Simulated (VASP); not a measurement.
## Run report: Mo, geometry relaxation (part 2 of 2)

The same run, continued: Mo (Im-3m, 1 atom in the cell); Kohn-Sham DFT of a periodic cell, PBE, VASP PAW PBE potentials, recommended, no spin polarisation (VASP 6.6.1); cutoff 520 eV, 26×26×26 k-mesh, Gaussian smearing of 0.1 eV. The structure derives from an entry of the Crystallography Open Database.

Geometry of the input (Å; fractional positions):
```
-1.5734  1.5734  1.5734
1.5734  -1.5734  1.5734
1.5734  1.5734  -1.5734
Mo 0.0000  0.0000  0.0000
```

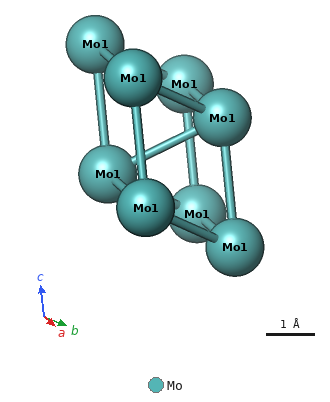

Figure 1. The geometry at step 4 of the log (ball-and-stick view of the cell of the calculation, seen slightly off an axis; atoms are numbered from 1 in the order of the input).

Parts of OUTCAR, continued
```
  FORCE on cell =-STRESS in cart. coord.  units (eV):
  Direction    XX          YY          ZZ          XY          YZ          ZX
  --------------------------------------------------------------------------------------
  -------------------------------------------------------------------------------------
  Total       -1.0257974     -1.0257974     -1.0257974      0.0000000     -0.0000000      0.0000000
  in kB      -99.6156877    -99.6156877    -99.6156877      0.0000000     -0.0000000      0.0000000
  external PRESSURE =     -99.6156877 kB  Pullay stress =       0.0000000 kB

 VOLUME and BASIS-vectors are now :
 -----------------------------------------------------------------------------
  energy-cutoff  :      520.00
  volume of cell :       16.50
      direct lattice vectors                 reciprocal lattice vectors
    -1.603718530  1.603718530  1.603718530     0.000000000  0.311775409  0.311775409
     1.603718530 -1.603718530  1.603718530     0.311775409  0.000000000  0.311775409
     1.603718530  1.603718530 -1.603718530     0.311775409  0.311775409  0.000000000

 POSITION                                       TOTAL-FORCE (eV/Angst)
 -----------------------------------------------------------------------------------
      1.60372      1.60372      1.60372         0.000000     -0.000000      0.000000
 -----------------------------------------------------------------------------------
    total drift:                                0.000000     -0.000000      0.000000

  FREE ENERGIE OF THE ION-ELECTRON SYSTEM (eV)
  ---------------------------------------------------
  free  energy   TOTEN  =       -10.9156580307 eV

  energy  without entropy=      -10.9131021436  energy(sigma->0) =      -10.91438009

--------------------------------------- Ionic step        3  -------------------------------------------

 number of electron      14.0000004 magnetization

------------------------ aborting loop because EDIFF is reached ----------------------------------------

  FORCE on cell =-STRESS in cart. coord.  units (eV):
  Direction    XX          YY          ZZ          XY          YZ          ZX
  --------------------------------------------------------------------------------------
  -------------------------------------------------------------------------------------
  Total       -0.0056142     -0.0056142     -0.0056142     -0.0000000      0.0000000      0.0000000
  in kB       -0.5684064     -0.5684064     -0.5684064     -0.0000000      0.0000000      0.0000000
  external PRESSURE =      -0.5684064 kB  Pullay stress =       0.0000000 kB

 VOLUME and BASIS-vectors are now :
 -----------------------------------------------------------------------------
  energy-cutoff  :      520.00
  volume of cell :       15.82
      direct lattice vectors                 reciprocal lattice vectors
    -1.581590998  1.581590998  1.581590998     0.000000000  0.316137358  0.316137358
     1.581590998 -1.581590998  1.581590998     0.316137358  0.000000000  0.316137358
     1.581590998  1.581590998 -1.581590998     0.316137358  0.316137358  0.000000000

 POSITION                                       TOTAL-FORCE (eV/Angst)
 -----------------------------------------------------------------------------------
      0.00000      0.00000      0.00000        -0.000000      0.000000     -0.000000
 -----------------------------------------------------------------------------------
    total drift:                                0.000000     -0.000000      0.000000

  FREE ENERGIE OF THE ION-ELECTRON SYSTEM (eV)
  ---------------------------------------------------
  free  energy   TOTEN  =       -10.9375120296 eV

  energy  without entropy=      -10.9349634919  energy(sigma->0) =      -10.93623776

--------------------------------------- Ionic step        4  -------------------------------------------

 number of electron      14.0000004 magnetization

------------------------ aborting loop because EDIFF is reached ----------------------------------------

  FORCE on cell =-STRESS in cart. coord.  units (eV):
  Direction    XX          YY          ZZ          XY          YZ          ZX
  --------------------------------------------------------------------------------------
  -------------------------------------------------------------------------------------
  Total        0.0021176      0.0021176      0.0021176      0.0000000      0.0000000      0.0000000
  in kB        0.2144609      0.2144609      0.2144609      0.0000000      0.0000000      0.0000000
  external PRESSURE =       0.2144609 kB  Pullay stress =       0.0000000 kB

 VOLUME and BASIS-vectors are now :
 -----------------------------------------------------------------------------
  energy-cutoff  :      520.00
  volume of cell :       15.82
      direct lattice vectors                 reciprocal lattice vectors
    -1.581427478  1.581427478  1.581427478     0.000000000  0.316170047  0.316170047
     1.581427478 -1.581427478  1.581427478     0.316170047  0.000000000  0.316170047
     1.581427478  1.581427478 -1.581427478     0.316170047  0.316170047  0.000000000

 POSITION                                       TOTAL-FORCE (eV/Angst)
 -----------------------------------------------------------------------------------
      0.00000      0.00000     -0.00000         0.000000     -0.000000      0.000000
 -----------------------------------------------------------------------------------
    total drift:                                0.000000     -0.000000      0.000000

  FREE ENERGIE OF THE ION-ELECTRON SYSTEM (eV)
  ---------------------------------------------------
  free  energy   TOTEN  =       -10.9375128246 eV

  energy  without entropy=      -10.9349638082  energy(sigma->0) =      -10.93623832

--------------------------------------- Ionic step        5  -------------------------------------------

 number of electron      14.0000004 magnetization

------------------------ aborting loop because EDIFF is reached ----------------------------------------

  FORCE on cell =-STRESS in cart. coord.  units (eV):
  Direction    XX          YY          ZZ          XY          YZ          ZX
  --------------------------------------------------------------------------------------
  -------------------------------------------------------------------------------------
  Total        0.0021997      0.0021997      0.0021997      0.0000000     -0.0000000      0.0000000
  in kB        0.2227715      0.2227715      0.2227715      0.0000000     -0.0000000      0.0000000
  external PRESSURE =       0.2227715 kB  Pullay stress =       0.0000000 kB

 VOLUME and BASIS-vectors are now :
 -----------------------------------------------------------------------------
  energy-cutoff  :      520.00
  volume of cell :       15.82
      direct lattice vectors                 reciprocal lattice vectors
    -1.581428208  1.581428208  1.581428208     0.000000000  0.316169901  0.316169901
     1.581428208 -1.581428208  1.581428208     0.316169901  0.000000000  0.316169901
     1.581428208  1.581428208 -1.581428208     0.316169901  0.316169901  0.000000000

 POSITION                                       TOTAL-FORCE (eV/Angst)
 -----------------------------------------------------------------------------------
      0.00000     -0.00000      0.00000        -0.000000     -0.000000      0.000000
 -----------------------------------------------------------------------------------
    total drift:                                0.000000     -0.000000     -0.000000

  FREE ENERGIE OF THE ION-ELECTRON SYSTEM (eV)
  ---------------------------------------------------
  free  energy   TOTEN  =       -10.9375128185 eV

  energy  without entropy=      -10.9349638001  energy(sigma->0) =      -10.93623831

--------------------------------------- Ionic step        6  -------------------------------------------

 number of electron      14.0000004 magnetization

------------------------ aborting loop because EDIFF is reached ----------------------------------------

  FORCE on cell =-STRESS in cart. coord.  units (eV):
  Direction    XX          YY          ZZ          XY          YZ          ZX
  --------------------------------------------------------------------------------------
  -------------------------------------------------------------------------------------
  Total        0.0024343      0.0024343      0.0024343      0.0000000      0.0000000     -0.0000000
  in kB        0.2465333      0.2465333      0.2465333      0.0000000      0.0000000     -0.0000000
  external PRESSURE =       0.2465333 kB  Pullay stress =       0.0000000 kB

 VOLUME and BASIS-vectors are now :
 -----------------------------------------------------------------------------
  energy-cutoff  :      520.00
  volume of cell :       15.82
      direct lattice vectors                 reciprocal lattice vectors
    -1.581430401  1.581430401  1.581430401     0.000000000  0.316169463  0.316169463
     1.581430401 -1.581430401  1.581430401     0.316169463  0.000000000  0.316169463
     1.581430401  1.581430401 -1.581430401     0.316169463  0.316169463  0.000000000

 POSITION                                       TOTAL-FORCE (eV/Angst)
 -----------------------------------------------------------------------------------
      0.00000     -0.00000      0.00000        -0.000000     -0.000000     -0.000000
 -----------------------------------------------------------------------------------
    total drift:                                0.000000     -0.000000      0.000000

  FREE ENERGIE OF THE ION-ELECTRON SYSTEM (eV)
  ---------------------------------------------------
  free  energy   TOTEN  =       -10.9375128331 eV

  energy  without entropy=      -10.9349638071  energy(sigma->0) =      -10.93623832

--------------------------------------- Ionic step        7  -------------------------------------------

 number of electron      14.0000004 magnetization

------------------------ aborting loop because EDIFF is reached ----------------------------------------

  FORCE on cell =-STRESS in cart. coord.  units (eV):
  Direction    XX          YY          ZZ          XY          YZ          ZX
  --------------------------------------------------------------------------------------
  -------------------------------------------------------------------------------------
  Total        0.0020122      0.0020122      0.0020122     -0.0000000      0.0000000      0.0000000
  in kB        0.2037809      0.2037809      0.2037809     -0.0000000      0.0000000      0.0000000
  external PRESSURE =       0.2037809 kB  Pullay stress =       0.0000000 kB

 VOLUME and BASIS-vectors are now :
 -----------------------------------------------------------------------------
  energy-cutoff  :      520.00
  volume of cell :       15.82
      direct lattice vectors                 reciprocal lattice vectors
    -1.581430436  1.581430436  1.581430436     0.000000000  0.316169456  0.316169456
     1.581430436 -1.581430436  1.581430436     0.316169456  0.000000000  0.316169456
     1.581430436  1.581430436 -1.581430436     0.316169456  0.316169456  0.000000000

 POSITION                                       TOTAL-FORCE (eV/Angst)
 -----------------------------------------------------------------------------------
      0.00000     -0.00000      0.00000        -0.000000      0.000000      0.000000
 -----------------------------------------------------------------------------------
    total drift:                                0.000000     -0.000000     -0.000000

  FREE ENERGIE OF THE ION-ELECTRON SYSTEM (eV)
  ---------------------------------------------------
  free  energy   TOTEN  =       -10.9375128251 eV

  energy  without entropy=      -10.9349638172  energy(sigma->0) =      -10.93623832

--------------------------------------- Ionic step        8  -------------------------------------------

 number of electron      14.0000004 magnetization

 Free energy of the ion-electron system (eV)
  ---------------------------------------------------
  ext. energy  EPLUGINS =         0.00000000
  ---------------------------------------------------
  free energy    TOTEN  =       -10.93751282 eV

  energy without entropy =      -10.93496381  energy(sigma->0) =      -10.93623831

 E-fermi :  12.3862     XC(G=0): -13.3231     alpha+bet :-19.7497

 val. band max:       12.3815793300   @ k =  -0.4615   0.4615   0.0769
 cond. band min:      12.4040094687   @ k =  -0.3077   0.3462   0.2308
 fundamental gap:      0.0224301386
 Fermi energy:        12.3862460078

 k-point     1 :       0.0000    0.0000    0.0000
  band No.  band energies     occupation
      1     -48.8789      2.00000
      2     -22.1722      2.00000
      3     -22.1722      2.00000
      4     -22.1722      2.00000
      5       5.2055      2.00000
      6      11.0603      2.00000
      7      11.0603      2.00000
      8      11.0603      2.00000
      9      14.0414      0.00000
     10      14.0414      0.00000
     11      27.2151      0.00000

 k-point     2 :       0.0385    0.0000    0.0000
  band No.  band energies     occupation
      1     -48.8753      2.00000
      2     -22.1932      2.00000
      3     -22.1787      2.00000
      4     -22.1723      2.00000
      5       5.2707      2.00000
      6      11.0234      2.00000
      7      11.0550      2.00000
      8      11.1209      2.00000
      9      13.9851      0.00000
     10      14.0423      0.00000
     11      27.2650      0.00000

 k-point     3 :       0.0769    0.0000    0.0000
  band No.  band energies     occupation
      1     -48.8647      2.00000
      2     -22.2546      2.00000
      3     -22.1977      2.00000
      4     -22.1728      2.00000
      5       5.4623      2.00000
      6      10.9169      2.00000
      7      11.0344      2.00000
      8      11.3015      2.00000
      9      13.8384      0.00000
     10      14.0460      0.00000
     11      27.4007      0.00000

 k-point     4 :       0.1154    0.0000    0.0000
  band No.  band energies     occupation
      1     -48.8477      2.00000
      2     -22.3522      2.00000
      3     -22.2280      2.00000
      4     -22.1735      2.00000
      5       5.7664      2.00000
      6      10.7517      2.00000
      7      10.9882      2.00000
      8      11.5986      2.00000
      9      13.6585      0.00000
     10      14.0558      0.00000
     11      27.5770      0.00000

 k-point     5 :       0.1538    0.0000    0.0000
  band No.  band energies     occupation
      1     -48.8253      2.00000
      2     -22.4793      2.00000
      3     -22.2678      2.00000
      4     -22.1744      2.00000
      5       6.1572      2.00000
      6      10.5437      2.00000
      7      10.9114      2.00000
      8      12.0059      2.00000
      9      13.5128      0.00000
     10      14.0763      0.00000
     11      27.7080      0.00000

 [... the levels of 18 k-points are left out ...]

 k-point    24 :       0.3846    0.0385    0.0000
  band No.  band energies     occupation
      1     -48.6482      2.00000
      2     -23.4035      2.00000
      3     -22.5705      2.00000
      4     -22.1902      2.00000
      5       7.3317      2.00000
      6       9.2144      2.00000
      7      12.7192      0.00000
      8      14.0591      0.00000
      9      14.6478      0.00000
     10      16.3449      0.00000
     11      24.8463      0.00000

 [... further k-points ...]

------------------------ aborting loop because EDIFF is reached ----------------------------------------

  FORCE on cell =-STRESS in cart. coord.  units (eV):
  Direction    XX          YY          ZZ          XY          YZ          ZX
  --------------------------------------------------------------------------------------
  -------------------------------------------------------------------------------------
  Total        0.0019909      0.0019909      0.0019909     -0.0000000     -0.0000000      0.0000000
  in kB        0.2016323      0.2016323      0.2016323     -0.0000000     -0.0000000      0.0000000
  external PRESSURE =       0.2016323 kB  Pullay stress =       0.0000000 kB

 VOLUME and BASIS-vectors are now :
 -----------------------------------------------------------------------------
  energy-cutoff  :      520.00
  volume of cell :       15.82
      direct lattice vectors                 reciprocal lattice vectors
    -1.581430541  1.581430541  1.581430541     0.000000000  0.316169435  0.316169435
     1.581430541 -1.581430541  1.581430541     0.316169435  0.000000000  0.316169435
     1.581430541  1.581430541 -1.581430541     0.316169435  0.316169435  0.000000000

 POSITION                                       TOTAL-FORCE (eV/Angst)
 -----------------------------------------------------------------------------------
      0.00000     -0.00000      0.00000        -0.000000     -0.000000      0.000000
 -----------------------------------------------------------------------------------
    total drift:                                0.000000     -0.000000      0.000000

  FREE ENERGIE OF THE ION-ELECTRON SYSTEM (eV)
  ---------------------------------------------------
  free  energy   TOTEN  =       -10.9375128178 eV

  energy  without entropy=      -10.9349638114  energy(sigma->0) =      -10.93623831

 reached required accuracy - stopping structural energy minimisation
```

CONTCAR
```
Mo
   1.00000000000000
    -1.5814305406437632    1.5814305406437632    1.5814305406437632
     1.5814305406437632   -1.5814305406437632    1.5814305406437632
     1.5814305406437632    1.5814305406437632   -1.5814305406437632
  Mo
     1
Direct
     0.0000000000000000    0.0000000000000000    0.0000000000000000

  0.00000000E+00  0.00000000E+00  0.00000000E+00
```

Trajectory as extended XYZ (Å, eV, eV/Å), 8 frames, from step=0 to step=7
```
1
Lattice="-1.5734 1.5734 1.5734 1.5734 -1.5734 1.5734 1.5734 1.5734 -1.5734" Properties=species:S:1:pos:R:3:forces:R:3 step=0 energy=-10.93448
Mo    0.0000    0.0000    0.0000    0.0000   0.0000   0.0000
1
Lattice="-1.6037 1.6037 1.6037 1.6037 -1.6037 1.6037 1.6037 1.6037 -1.6037" Properties=species:S:1:pos:R:3:forces:R:3 step=1 energy=-10.91566
Mo    1.6037    1.6037    1.6037    0.0000   0.0000   0.0000
1
Lattice="-1.5816 1.5816 1.5816 1.5816 -1.5816 1.5816 1.5816 1.5816 -1.5816" Properties=species:S:1:pos:R:3:forces:R:3 step=2 energy=-10.93751
Mo    0.0000    0.0000    0.0000    0.0000   0.0000   0.0000
1
Lattice="-1.5814 1.5814 1.5814 1.5814 -1.5814 1.5814 1.5814 1.5814 -1.5814" Properties=species:S:1:pos:R:3:forces:R:3 step=3 energy=-10.93751
Mo    0.0000    0.0000    0.0000    0.0000   0.0000   0.0000
1
Lattice="-1.5814 1.5814 1.5814 1.5814 -1.5814 1.5814 1.5814 1.5814 -1.5814" Properties=species:S:1:pos:R:3:forces:R:3 step=4 energy=-10.93751
Mo    0.0000    0.0000    0.0000    0.0000   0.0000   0.0000
1
Lattice="-1.5814 1.5814 1.5814 1.5814 -1.5814 1.5814 1.5814 1.5814 -1.5814" Properties=species:S:1:pos:R:3:forces:R:3 step=5 energy=-10.93751
Mo    0.0000    0.0000    0.0000    0.0000   0.0000   0.0000
1
Lattice="-1.5814 1.5814 1.5814 1.5814 -1.5814 1.5814 1.5814 1.5814 -1.5814" Properties=species:S:1:pos:R:3:forces:R:3 step=6 energy=-10.93751
Mo    0.0000    0.0000    0.0000    0.0000   0.0000   0.0000
1
Lattice="-1.5814 1.5814 1.5814 1.5814 -1.5814 1.5814 1.5814 1.5814 -1.5814" Properties=species:S:1:pos:R:3:forces:R:3 step=7 energy=-10.93751
Mo    0.0000    0.0000    0.0000    0.0000   0.0000   0.0000
```
